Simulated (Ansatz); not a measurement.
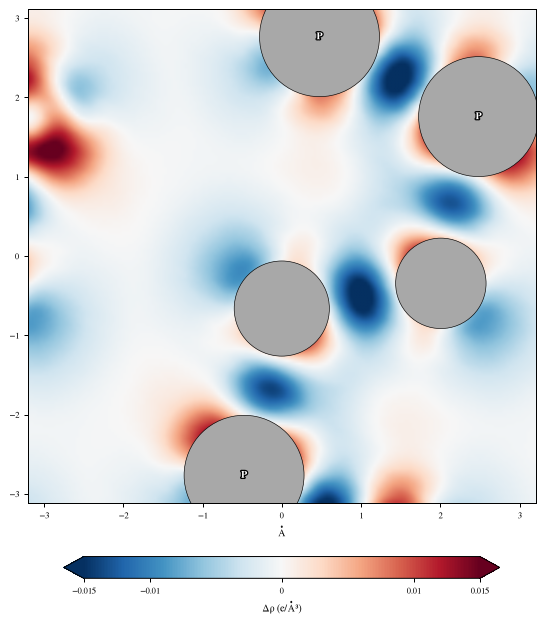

P. Difference of the valence pseudo-densities of two functionals at the same geometry, on the (101̄) plane of the calculation cell: PBE0 less r2SCAN50.

Both computed with Ansatz (plane waves, PAW), on the same k-point mesh. Grey discs cover the atomic cores.

**What does the difference map show?**

Against r2SCAN50, PBE0 gives a change of −0.017 e/Å³ at the midpoint of P–P.
